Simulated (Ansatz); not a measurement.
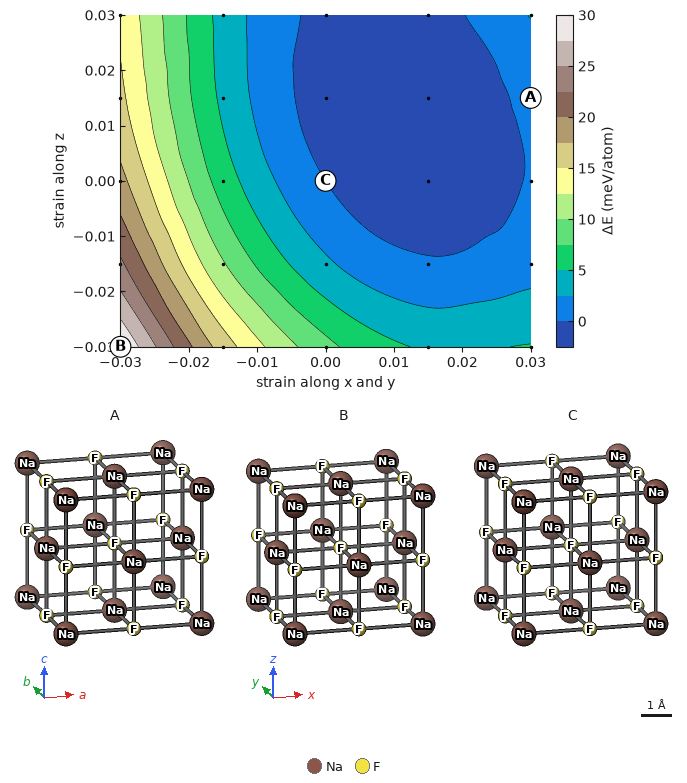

Energy scan for solid NaF (Fm-3m), in which the cell is strained equally along x and y and separately along z, with the atoms kept at their fractional coordinates. x, y and z are the Cartesian axes of the input. The map is interpolated between the computed points (dots). The lettered frames are marked on it. Style: ball-and-stick. Shown: the conventional cell (4 times the calculation's cell), slightly off an axis. Lengths and directions refer to the drawn axes.

Computed with DFT PBE, scalar-relativistic, plane waves, PAW (Ansatz 0.2.0). Set-up: plane-wave cutoff 420 eV; k-point mesh 8 × 8 × 8; occupations gaussian; smearing width 0.05 eV; no spin polarisation. Energies (free energies at the smearing named) are counted from the cell as listed in its source, which wasn't relaxed.

Question: Where is the lowest point of the map, and what else does it tell?

Answer: In pairs of (strain along x and y; strain along z): the lowest computed point lies at (0.015, 0.015) (−2.2 meV/atom), the highest at (−0.030, −0.030) (30.0 meV/atom). The valley is tilted: raising the in-plane strain is made harder by raising the strain along z (cross term 0.30 of the geometric mean of the two curvatures). Over the ranges scanned the energy rises more along the first axis, the in-plane strain. The pressure runs from −2.1 GPa at (0.030, 0.030) to 7.5 GPa at (−0.030, −0.030). The frames lie at A (0.030, 0.015): 0.6 meV/atom, B (−0.030, −0.030): 30.0 meV/atom, C (0.000, 0.000): 0.0 meV/atom.
